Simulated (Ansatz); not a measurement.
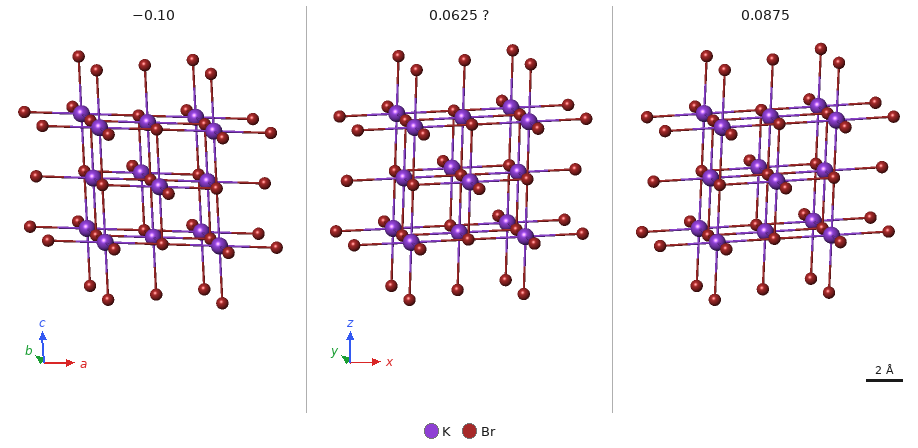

Crystalline KBr (Fm-3m): the cell is strained in shear in the xz plane, with the atoms kept at their fractional coordinates. x, y and z are the Cartesian axes of the input. Style: ball-and-stick. Shown: the conventional cell (4 times the calculation's cell), along the b axis, with a slight tilt. Lengths and directions refer to the drawn axes.

Theory: Ansatz, DFT r2SCAN, scalar-relativistic, plane waves, PAW. Settings: plane-wave cutoff 500 eV; k-point mesh 6 × 6 × 6; occupations gaussian; smearing width 0.05 eV; no spin polarisation. Energies (free energies at the smearing named) are counted from the cell as listed in its source, which wasn't relaxed.

| engineering shear strain | ΔE (meV/atom) |
| --- | --- |
| −0.1000 | 6.04 |
| −0.0500 | 1.49 |
| 0.0000 | 0.00 |
| 0.0125 | 0.09 |
| 0.0250 | 0.37 |
| 0.0375 | 0.84 |
| 0.0625 | ? |
| 0.0750 | 3.37 |
| 0.0875 | 4.61 |

One row is withheld. What is its energy?

Answer. A straight line between the two neighbours gives 2.53 meV/atom. A cubic through the four nearest rows (0.0250, 0.0375, 0.0750, 0.0875) gives, with Lagrange weights, (−0.2000)(0.37) + (0.5000)(0.84) + (1.0000)(3.37) + (−0.3000)(4.61) = 2.33 meV/atom. The calculation gives 2.34 meV/atom, so the cubic is 0.01 meV/atom too low and the straight line 0.19 meV/atom too high, as the curve bends upwards here.

The whole profile:

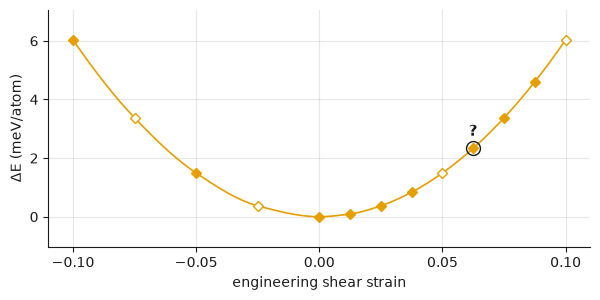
